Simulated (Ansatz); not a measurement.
## Single-point calculation of Al6H

The run: single-point calculation of Al6H (slab, 14 atoms in the cell). Method and program: DFT PBE, scalar-relativistic, plane waves, PAW, PAW set soft_1, no spin polarisation (Ansatz 0.2.0).

The structure derives from an entry of the Crystallography Open Database. Figures and captions count atoms from 1; the log counts them from 0 in places.

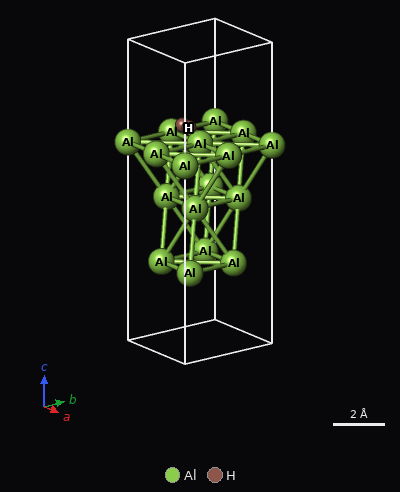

Figure 1. The structure as given in the input (ball-and-stick view of the cell of the calculation, with the vacuum cut short, seen slightly off an axis). An atom can appear more than once, as a periodic image.

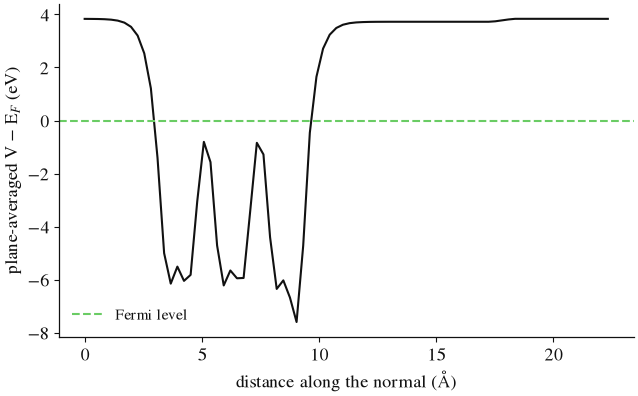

Figure 2. Plane average of the electrostatic potential energy of an electron across the cell, from the Fermi level. The vacuum level lies 3.72 eV above the Fermi level on the upper side and 3.84 eV on the lower.

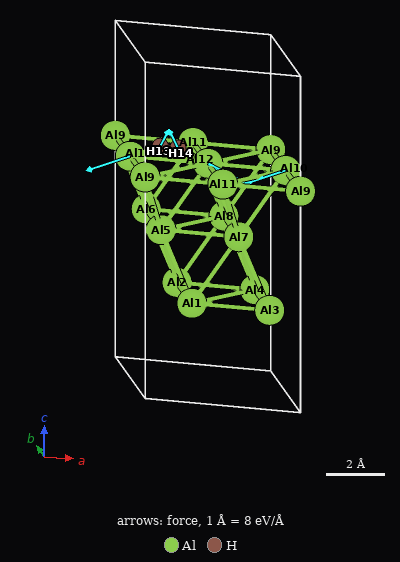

Figure 3. Forces on the atoms as teal arrows (ball-and-stick view of the cell of the calculation, with the vacuum cut short, seen slightly off an axis; atoms are numbered from 1 in the order of the input); the smallest are left out. The largest act on Al10, Al12 (14.66 eV/Å); H13, H14 (6.35 eV/Å). The geometry is not a stationary point of this energy.

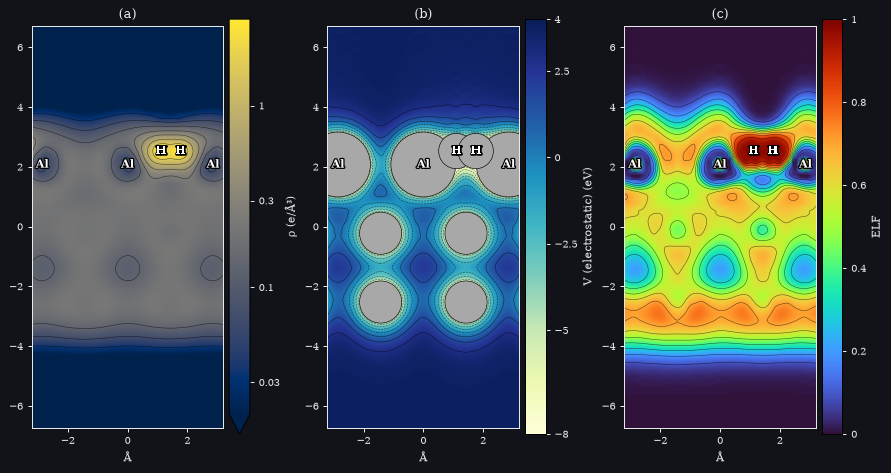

Figure 4. (a) valence pseudo-density; (b) electrostatic potential energy of an electron; (c) electron localisation function on the (010) plane of the calculation cell, a cut from vacuum to vacuum. Grey discs, where drawn, cover atomic cores. H–H (0.65 Å): the density is about 2.3 e/Å³ at the midpoint; the ELF peaks at about 1 between the atoms (a covalent bond by its length). Al–H (1.19 Å): ρ at the midpoint is about 0.45 e/Å³; the ELF climbs to about 1 towards the hydrogen, as it does in any bond to H. Al–Al (2.86 Å): ρ at the midpoint is about 0.2 e/Å³; the ELF peaks at about 0.70 between the atoms. The density dies away to nearly zero in the vacuum. The fields are those of the smooth PAW valence density.

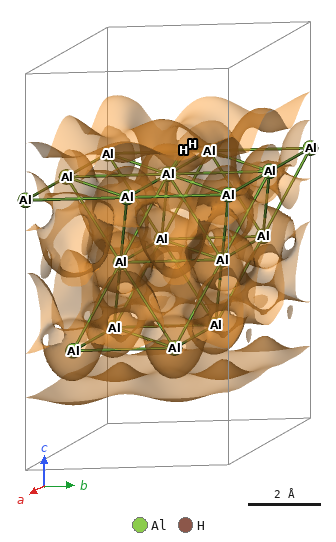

Figure 5. Isosurface of the electron localisation function at 0.55 (orange), seen slightly off an axis. Core shells and regions of very low density are left out. Sticks mark near contacts. The ELF exceeds this value in sheets that run through the cell in two directions, counted in one cell of 14 atoms. Along the contacts the grid gives the following. Al–H (1.19 Å): the ELF climbs to about 1 towards the hydrogen.

The input and output of the run follow.

Input file
```yaml
crystal:
  lattice:
    - [5.7135165837, 0.0, 0.0]
    - [-2.8567582918, 4.9480505064, 0.0]
    - [0.0, 0.0, 22.601378209]
  atoms:
    - { symbol: Al, position: [0.3333333333, 0.1666666667, 0.1769803577] }
    - { symbol: Al, position: [0.3333333333, 0.6666666667, 0.1769803577] }
    - { symbol: Al, position: [0.8333333333, 0.1666666667, 0.1769803577] }
    - { symbol: Al, position: [0.8333333333, 0.6666666667, 0.1769803577] }
    - { symbol: Al, position: [0.1666666667, 0.3333333333, 0.2787759109] }
    - { symbol: Al, position: [0.1666666667, 0.8333333333, 0.2787759109] }
    - { symbol: Al, position: [0.6666666667, 0.3333333333, 0.2787759109] }
    - { symbol: Al, position: [0.6666666667, 0.8333333333, 0.2787759109] }
    - { symbol: Al, position: [0.0, 0.0, 0.380568748] }
    - { symbol: Al, position: [0.0, 0.5, 0.380568748] }
    - { symbol: Al, position: [0.5, 0.0, 0.380568748] }
    - { symbol: Al, position: [0.5, 0.5, 0.380568748] }
    - { symbol: H, position: [0.1931173437, 0.5, 0.4004790383] }
    - { symbol: H, position: [0.3068826563, 0.5, 0.4004790383] }
basis:
  ecutwfc: 420
kpoints:
  mp_grid: { grid: [6, 6, 1] }
hamiltonian:
  xc: pbe
  pseudopotentials: { kind: paw, azcp: { folder: soft_1 } }
scf:
  occupations: { method: gaussian, width: 0.1 }
output:
  forces: true
  eigenvalues: true
  write_density: true
  write_potential: true
  elf: true
  volumetric_format: npy
efield:
  axis: 3
  dipole_correction: true
  ramp_width: 0.04
```

Launched with:
```bash
ansatz run input.yaml --threads 1 --pin off --max-ram 3072MiB --backend cpu --events-out ev --progress --plain --runs-dir out
```

Log
```
Engine: ansatz 0.2.0, aarch64-unknown-linux-gnu
Pseudopotentials: kind: paw
Pseudopotential: Al, paw, valence charge 3, recommended cutoff 420 eV (normal), [file]
Pseudopotential: H, paw, valence charge 1, recommended cutoff 420 eV (normal), [file]
Functional definition: PBE
  parameter kappa = 0.804
  parameter beta = 0.06672455060314922
  exchange = pbe_x(kappa = kappa, mu = beta*pi^2/3)
  correlation = pbe_c(beta = beta)
Crystal: 14 atoms, lattice volume = 638.958 Å³
Basis set: ecut = 420 eV, 12591 PW (Γ), exchange–correlation on 80×80×320 points (8 copies of the dense FFT grid, shifted against one another)
Bands: 33, of which v1, the nominal top of the filled ones, is band 19 counted from 1 (18 counted from 0)
Symmetry: 2 space group operations
Space group: Cm (ITA 8), of the structure as read, at distance tolerance 8.6e-5 Å
k-points: 13 of 36 (time reversal used)
Non-local potential: Al, projectors of the file, l = 0: 2, l = 1: 2, l = 2: 1
Non-local potential: H, projectors of the file, l = 0: 2, l = 1: 1
PAW form: soft (Blöchl's): semilocal exchange-correlation on the pseudo side does not see the compensation charge
PAW one-centre angular grid: Al, 110 points (default); XC on 64 Gauss nodes
PAW one-centre angular grid: H, 110 points (default); XC on 64 Gauss nodes
Initial density: superposition of atomic densities (neutral atoms: chi_scale 0, normalization atom)
Initial wavefunctions: pseudopotential atomic-orbital guess
Functional: x = pbe(κ = 0.804, μ = 0.2195149727645171), c = pbe(β = 0.06672455060314922)
SCF iter   1: F=—  HF=-6474.287148 eV  |F-HF|=—  |Δ(HF+E_count)|=         —  Δρ=3.39e-2  dr2=1.83e1  ethr=3.10e-3  p=0.000 e·Å  D=8.17e-7 V/Å  ΔV_dip=-0.00 eV  dr2_dipole=9.31e-1  V_vac-E_F(+/−)=6.66/6.66 eV  ⟨swp⟩=8.5  Hψ=2926  notcnv=0  defer=1
efield: sawtooth ramp at fractional position 0.7687 (placed from the atoms, in the widest stretch of the axis that holds none; the zero of the levels goes with the place), width 0.0400; the density the first Hamiltonian is built on has a dipole p = 0.000 e·Å; the dipole correction subtracts the counter field D = 8.17e-7 V/Å, which shifts the + side's vacuum level by -0.00 eV against the − side's; the planar-averaged density in the ramp window peaks in size at 1.1e-6 e/Å³
preconditioner: auto → LDOS  [metal: Δε(μ)=0.032 eV  Ē_g=6.550 eV  σ=0.100 eV  W_gap=0.18  n_scr=66 (ndim 8)  ℏωp=8.8 eV  f_vac=0.545  D(μ)=5.15/eV (n_scr^D=8)  β→1.0]
SCF iter   2: F=—  HF=-6470.826922 eV  |F-HF|=—  |Δ(HF+E_count)|=    3.46e0  Δρ=1.42e-2  dr2=3.87e0  ethr=3.10e-3  p=0.080 e·Å  D=2.27e-2 V/Å  ΔV_dip=-0.51 eV  dr2_dipole=4.44e-2  V_vac-E_F(+/−)=2.84/3.35 eV  ⟨swp⟩=4.3  Hψ=1190  notcnv=0  defer=88
SCF iter   3: F=—  HF=-6470.371375 eV  |F-HF|=—  |Δ(HF+E_count)|=   4.56e-1  Δρ=2.93e-3  dr2=1.60e-1  ethr=3.10e-3  p=0.029 e·Å  D=8.22e-3 V/Å  ΔV_dip=-0.19 eV  dr2_dipole=3.27e-3  V_vac-E_F(+/−)=3.98/4.17 eV  ⟨swp⟩=3.1  Hψ=799  notcnv=0  defer=84
SCF iter   4: F=—  HF=-6470.353833 eV  |F-HF|=—  |Δ(HF+E_count)|=   1.75e-2  Δρ=6.04e-4  dr2=5.49e-3  ethr=4.21e-4  p=0.017 e·Å  D=4.80e-3 V/Å  ΔV_dip=-0.11 eV  dr2_dipole=4.85e-4  V_vac-E_F(+/−)=3.76/3.87 eV  ⟨swp⟩=3.5  Hψ=846  notcnv=0  defer=78
SCF iter   5: F=—  HF=-6470.354278 eV  |F-HF|=—  |Δ(HF+E_count)|=   4.45e-4  Δρ=1.54e-4  dr2=3.81e-4  ethr=1.44e-5  p=0.018 e·Å  D=5.24e-3 V/Å  ΔV_dip=-0.12 eV  dr2_dipole=1.96e-6  V_vac-E_F(+/−)=3.72/3.84 eV  ⟨swp⟩=2.0  Hψ=601  notcnv=0  defer=78
SCF iter   6: F=—  HF=-6470.354349 eV  |F-HF|=—  |Δ(HF+E_count)|=   7.08e-5  Δρ=5.03e-5  dr2=3.88e-5  ethr=1.00e-6  p=0.017 e·Å  D=4.80e-3 V/Å  ΔV_dip=-0.11 eV  dr2_dipole=2.44e-6  V_vac-E_F(+/−)=3.73/3.83 eV  ⟨swp⟩=2.7  Hψ=688  notcnv=0  defer=78
SCF iter   7: F=—  HF=-6470.354283 eV  |F-HF|=—  |Δ(HF+E_count)|=   6.58e-5  Δρ=1.40e-5  dr2=1.91e-6  ethr=1.02e-7  p=0.017 e·Å  D=4.89e-3 V/Å  ΔV_dip=-0.11 eV  dr2_dipole=4.52e-9  V_vac-E_F(+/−)=3.73/3.84 eV  ⟨swp⟩=2.5  Hψ=643  notcnv=0  defer=78
SCF iter   8: F=—  HF=-6470.354285 eV  |F-HF|=—  |Δ(HF+E_count)|=   2.28e-6  Δρ=3.98e-6  dr2=2.70e-7  ethr=5.03e-9  p=0.017 e·Å  D=4.86e-3 V/Å  ΔV_dip=-0.11 eV  dr2_dipole=9.20e-9  V_vac-E_F(+/−)=3.73/3.84 eV  ⟨swp⟩=2.2  Hψ=597  notcnv=0  defer=78
SCF iter   9: F=-6470.354285 eV  HF=-6470.354285 eV  |F-HF|=4.76e-8  |Δ(HF+E_count)|=   2.10e-7  Δρ=1.04e-6  dr2=1.63e-8  ethr=2.63e-10  p=0.017 e·Å  D=4.86e-3 V/Å  ΔV_dip=-0.11 eV  dr2_dipole=2.35e-9  V_vac-E_F(+/−)=3.73/3.83 eV  ⟨swp⟩=33.9  Hψ=5002  notcnv=0
SCF 1 converged in 9 iterations: F = -6470.354285 eV  dr2 = 1.63e-8
  greatest PAW one-centre occupation: 0.529 electrons in one spin orbital (limit 2), on the Al atom at site 11 (counted from 0), in its partial waves of l = 0
WARN: The input density's exchange-correlation potential varies sharply where the density is thin. Do not read a vacuum level from v_tot or v_xc, or from such a field of the output density. On a cell that repeats whose density bears no net charge and no dipole along the vacuum's axis use v_es (v_loc + v_h of the components); under efield.dipole_correction with no amplitude use v_es + v_field, which holds any external_charges[].barrier, or the levels of the report's work_function block, which leave it out; under a non-zero efield.amplitude the vacuum is tilted and has no level; on a cell that repeats and bears such a dipole with no correction it is tilted too, and efield.dipole_correction with no amplitude gives each side of its ramp a level where efield: is served; in a cell that repeats whose density bears a net charge (total_charge, or a fill off its count) it is curved and has none; of a slab under crystal.periodic whose density bears no net charge use v_es, which has a level on each side, short of where the two are joined; of another it falls or rises all the way out and has none; of a slab beside external_charges read slab_vacuum_level instead, which it has where they leave it neutral. The grid or the basis barely resolves most such structure, and the values can differ between equally converged runs; as a rule a tighter scf.convergence.dr2_threshold does not remove it. Where the density itself ripples (under the LDA too) a higher basis.ecutwfc lessens it. The files hold the spikes' plane waves up to the density's cutoff. Files: v_tot and the like, and their columns of v_z.tsv (output.write_potential); v_xc and the like, and their columns of v_comp_z.tsv (output.write_potential_components); where files of the output density stand in their place, no point of their own thin density is over the threshold below, and this is of outcome.potential() and, of a run that writes arrays (npy), the arrays of these names. Measured: with its Gaussian average of σ = 0.25 Å subtracted twice, the exchange-correlation potential is over 0.1 eV at 7 of the grid points where the equally averaged density (valence and model cores) is under 1e-3 e/Å³, and 0.112 eV at the most among them, at an averaged density of 9.3e-8 e/Å³. See output.write_potential in the manual, Limitations
SCF converged after 9 iterations
Free energy (F): -6470.354285 eV
Harris-Foulkes:  -6470.354285 eV  (|F-HF|=4.76e-8)
Internal energy: -6470.329481 eV  (E = F + TS)
E sigma→0 (E₀):  -6470.341883 eV
Entropy (-TS):   -0.024805 eV (-1.772 meV/atom)
Fermi energy:    -0.036544 eV
Dipole field:    D = 0.004901 V/Å  (p = 0.017307 e·Å, saw-weighted, corrected)
Work function:   Φ+ = 3.7246 eV   Φ− = 3.8354 eV
Levels:          The Fermi level and band energies are counted from a zero that moves with the ramp; work functions are not
--- Per-component energies (eV) ---
  E_band       = -177.593463
  E_kinetic    = 302.149120
  E_local      = -8257.815769  (includes V_loc(G=0)·N_el)
  E_nonlocal   = 128.200704
  E_hartree    = 4032.619212
  E_xc         = -467.696137
  E_vxc        = -369.336489  (∫ρ·V_xc dr)
  E_paw        = -5636.487520  (= ΣΔE_a)
  E_vpaw       = -46.037813  (= ΣTr[D̂ρ^β])
  E_aug_tail   = -0.003191  (compensation charges beyond the density's cutoff)
  E_efield     = 0.000042  (sawtooth field / dipole correction)
  E_vefield    = 0.015025  (∫n·V_field dr)
  E_ewald      = 3428.704057
  E_smearing   = -0.024805  (= −TS)
  E_closure    = -0.000000  (closes the sum)
  Σ components = -6470.354285   (vs F -6470.354285, Δ=0.00e0)
--- Forces (eV/Å), atoms counted from 1 ---
  atom   1  Al    -0.00464019     0.00546413    -0.08417713
  atom   2  Al     0.00000000     0.01383671    -0.01012022
  atom   3  Al     0.00464019     0.00546413    -0.08417713
  atom   4  Al     0.00000000     0.01612677    -0.09260429
  atom   5  Al     0.00000000     0.09419805     0.18160866
  atom   6  Al     0.00245892    -0.04641347     0.07115168
  atom   7  Al    -0.00000000    -0.04611718     0.06748500
  atom   8  Al    -0.00245892    -0.04641347     0.07115168
  atom   9  Al    -0.00000000    -0.48031647    -0.12538883
  atom  10  Al   -13.55428745    -0.04188445    -5.57468625
  atom  11  Al     0.00000000     0.58613465    -0.15066089
  atom  12  Al    13.55428745    -0.04188445    -5.57468625
  atom  13  H      2.89776525    -0.00910797     5.65251554
  atom  14  H     -2.89776525    -0.00910797     5.65251554
  max |Σ_I F_I| component: 7.29e-5 eV/Å
--- Band table (eV; the first three rows and the last of 13) ---
  k-point 0: bands = ["-14.9090", "-10.4776", "-8.4711", "-5.9477", "-4.9781", "-4.8892", "-4.8075", "-4.7959", "-4.7794", "-4.4881", "-3.5852", "-3.5315", "-3.3390", "-3.1724", "-3.1475", "-2.8562", "-1.8286", "-1.2249", "-0.6449", "-0.4767", "-0.3417", "-0.2721", "0.2252", "1.4535", "2.0055", "2.3487", "2.4681", "2.4922", "2.5130", "2.7108", "3.5437", "4.3678", "4.4605"]
  k-point 1: bands = ["-14.8982", "-10.3226", "-8.3580", "-6.5417", "-5.8768", "-5.6859", "-5.4064", "-4.7524", "-4.2286", "-3.8257", "-3.7342", "-3.4580", "-2.9518", "-2.7927", "-2.3194", "-2.1647", "-1.5923", "-1.5071", "-1.1567", "-0.1260", "0.2890", "0.3973", "0.6245", "1.2543", "1.5596", "1.5840", "2.7715", "3.0848", "3.1747", "3.5745", "3.6713", "3.7101", "3.9510"]
  k-point 2: bands = ["-14.8766", "-9.8595", "-8.1621", "-7.7626", "-6.2591", "-6.1657", "-5.9798", "-5.2000", "-4.6684", "-4.0675", "-3.3149", "-2.5532", "-2.4676", "-2.0751", "-2.0091", "-1.0257", "-0.8745", "-0.8653", "-0.3773", "0.3471", "0.7154", "0.8528", "1.0254", "1.4151", "1.4401", "1.7360", "1.9807", "2.5387", "2.8813", "2.9117", "3.3696", "3.6271", "4.1858"]
  k-point 12: bands = ["-14.8606", "-9.4065", "-8.4616", "-7.6979", "-7.4020", "-6.5718", "-5.7364", "-4.8693", "-4.5912", "-3.8165", "-3.2649", "-2.8605", "-2.5290", "-1.8497", "-1.3673", "-1.1243", "-0.7733", "-0.4144", "-0.1153", "0.3992", "0.8057", "1.0974", "1.2951", "1.6486", "1.7031", "2.1919", "2.3145", "2.5791", "2.7400", "3.2219", "3.5631", "3.8013", "3.9655"]
```

Results in brief

| quantity | value |
| --- | --- |
| outcome | converged |
| electrons treated | 38 |
| free energy | −6470.3543 eV |
| work function, top face | 3.72 eV |
| work function, bottom face | 3.84 eV |
| Fermi energy | −0.037 eV |
| gap on the k-point mesh | none (metallic) |
| work function (upper face) | 3.72 eV |
| largest force (length of the vector) | 14.656 eV/Å |
| hardware | 1 thread of Arm Neoverse V2, 24 GiB of memory available, shared host |
| wall time | 33 s |
| peak memory | 0.67 GiB |

Notes

Warnings of the run: the exchange-correlation potential is rough where the density is thin.
